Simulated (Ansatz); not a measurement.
# Calculations on TiCo2

**1. Relaxation**

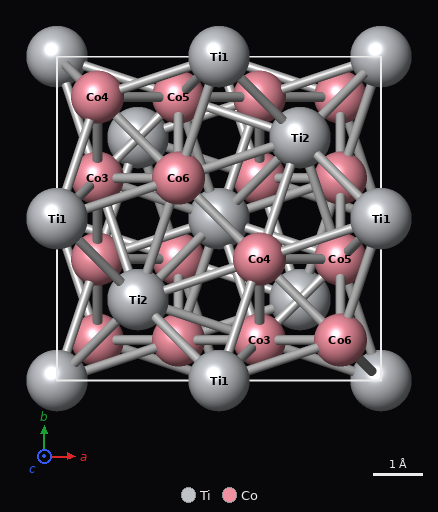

Starting structure of solid TiCo2 (set up in Fd-3m) (coarse preliminary run). The picture is a ball-and-stick view of the conventional cell (4 times the calculation's cell), seen along the c axis. Lengths and directions refer to the drawn axes.

Computed with DFT LDA, scalar-relativistic, plane waves, PAW (Ansatz).

Input file:
```yaml
crystal:
  lattice:
    - [0.0, 3.352, 3.352]
    - [3.352, 0.0, 3.352]
    - [3.352, 3.352, 0.0]
  atoms:
    - { symbol: Ti, position: [0.5, 0.5, 0.5], spin: -0.03 }
    - { symbol: Ti, position: [0.75, 0.75, 0.75], spin: -0.03 }
    - { symbol: Co, position: [0.125, 0.125, 0.125], spin: 0.12 }
    - { symbol: Co, position: [0.625, 0.125, 0.125], spin: 0.12 }
    - { symbol: Co, position: [0.125, 0.125, 0.625], spin: 0.12 }
    - { symbol: Co, position: [0.125, 0.625, 0.125], spin: 0.12 }
basis:
  ecutwfc: 420
kpoints:
  mp_grid: { grid: [6, 6, 6] }
hamiltonian:
  xc: lda
scf:
  occupations: { method: gaussian, width: 0.1 }
output:
  forces: true
  stress: true
  eigenvalues: true
  populations: true
magnetization:
  spin_polarized: true
relax:
  adjacent_minimum: "off"
  f_tol: 0.05
  max_steps: 80
  cell: { stress_tol: 0.5 }
```

Run as
```bash
ansatz run input.yaml --threads 2 --pin off --max-ram 6144MiB --backend cpu --events-out ev --progress --plain --runs-dir out
```

What does the optimiser find from here?

After 3 accepted moves (4 points after the start) the energy has fallen by 0.478 eV per cell of the calculation. All forces vanish by symmetry, so only the cell relaxes. The pressure goes from −19.80 to −0.14 GPa. The SCF was repeated once at an unchanged geometry on a basis and grid sized afresh for the cell, which shifted the energy by 4.7 meV per cell of the calculation at most. The atoms keep their places relative to the cell (all moves are under 0.005 Å). The volume changes by −9.3 %, with a = b = c 6.704 → 6.489 Å (−3.2 %). Among the contacts that change: Ti1–Ti2 2.903 → 2.810 Å, Ti1–Co3 2.779 → 2.690 Å, Co3–Co4 2.370 → 2.294 Å. The space group stays Fd-3m (No. 227). The program noted that the starting moments weren't kept. The run took 33 s on 2 threads of Oxide Virtual Turin-like Processor (Zen 5), on a shared host, peak memory 0.51 GiB.

The end point in the same view:

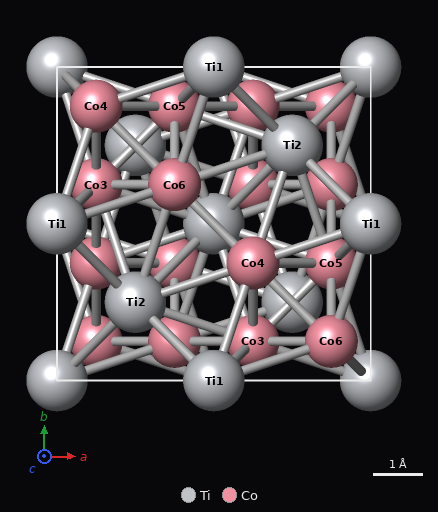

**2. Relaxation**

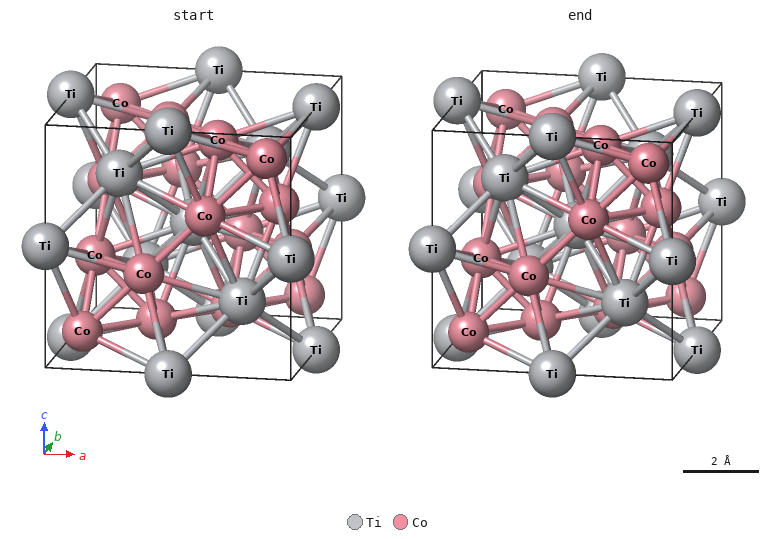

The structure of crystalline TiCo2 (set up in Fd-3m) (coarse preliminary run) before (left) and after (right) a relaxation, at one scale.

The picture is a ball-and-stick view of the conventional cell (4 times the calculation's cell), seen slightly off an axis. Lengths and directions refer to the drawn axes.

The calculation used Ansatz 0.2.0, DFT PBEsol, scalar-relativistic, plane waves, PAW.

Input file:
```yaml
crystal:
  lattice:
    - [0.0, 3.352, 3.352]
    - [3.352, 0.0, 3.352]
    - [3.352, 3.352, 0.0]
  atoms:
    - { symbol: Ti, position: [0.5, 0.5, 0.5], spin: -0.33 }
    - { symbol: Ti, position: [0.75, 0.75, 0.75], spin: -0.33 }
    - { symbol: Co, position: [0.125, 0.125, 0.125], spin: 0.85 }
    - { symbol: Co, position: [0.625, 0.125, 0.125], spin: 0.85 }
    - { symbol: Co, position: [0.125, 0.125, 0.625], spin: 0.85 }
    - { symbol: Co, position: [0.125, 0.625, 0.125], spin: 0.85 }
basis:
  ecutwfc: 420
kpoints:
  mp_grid: { grid: [6, 6, 6] }
hamiltonian:
  xc: pbesol
scf:
  occupations: { method: gaussian, width: 0.1 }
output:
  forces: true
  stress: true
  eigenvalues: true
  populations: true
magnetization:
  spin_polarized: true
relax:
  adjacent_minimum: "off"
  f_tol: 0.05
  max_steps: 80
  cell: { stress_tol: 0.5 }
```

Command:
```bash
ansatz run input.yaml --threads 1 --pin off --max-ram 2560MiB --backend cpu --events-out ev --progress --plain --runs-dir out
```

Q: Summarise the run.

A: The atoms keep their places relative to the cell (all moves are under 0.005 Å). The drawn cell changes as follows: a = b = c 6.704 → 6.553 Å (−2.3 %); the volume changes by −6.6 %. Near-neighbour distances that change, for instance: Ti1–Ti2 2.903 → 2.837 Å, Ti1–Co3 2.779 → 2.717 Å, Co3–Co4 2.370 → 2.317 Å. The space group stays Fd-3m (No. 227). Over 3 accepted moves (4 points after the start) the energy falls by 35.0 meV per atom. All forces vanish by symmetry, so only the cell relaxes. The pressure goes from −11.48 to 0.06 GPa. The SCF was repeated once at an unchanged geometry on a basis and grid sized afresh for the cell, which shifted the energy by 0.4 meV per atom at most. The program noted that the starting moments weren't kept. Cost: 92 s on 1 thread of Oxide Virtual Turin-like Processor (Zen 5) (shared host), peak memory 0.5 GiB.

**3. Scan**

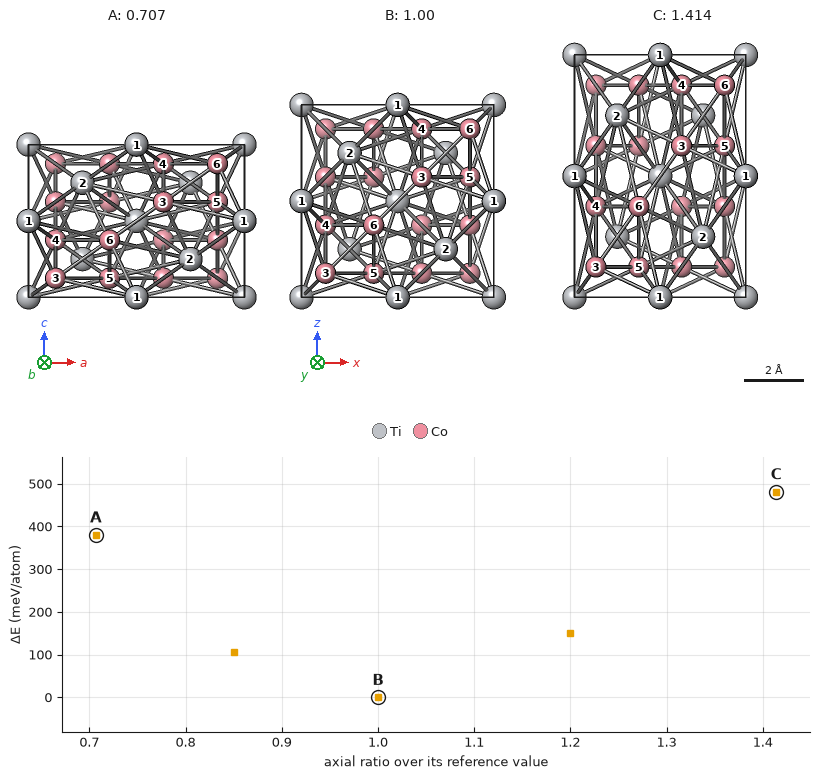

A crystal of TiCo2 (Fd-3m): the ratio of the cell's length along z to its lengths across, counted as 1 for the reference, is changed at fixed volume (a tetragonal or Bain path), with the atoms kept at their fractional coordinates. x, y and z are the Cartesian axes of the input. The lettered frames are marked on the plot. The picture is a ball-and-stick view of the conventional cell (4 times the calculation's cell), seen along the b axis. Lengths and directions refer to the drawn axes.

The calculation used Ansatz 0.2.0, DFT PBEsol, scalar-relativistic, plane waves, PAW. Settings: plane-wave cutoff 420 eV; k-point mesh 14 × 14 × 14; occupations gaussian; smearing width 0.15 eV; no spin polarisation. Energies (free energies at the smearing named) are counted from the relaxed crystal.

What does the scan show?

Answer. The lowest computed point lies at the relative ratio 1.00 (0 meV/atom). At the ends of the scan the energy is 380 meV/atom (0.707) and 481 meV/atom (1.414). The distortion takes the space group from Fd-3m to I4_1/amd. At the relative ratio 1.414 the cell of the drawing goes a 6.553 → 5.838 Å, b 6.553 → 5.838 Å, c 6.553 → 8.255 Å.

The computed points:

```
axial ratio over its reference value  ΔE (meV/atom)
                               0.707            380
                               0.850            106
                               1.000              0
                               1.200            151
                               1.414            481
```
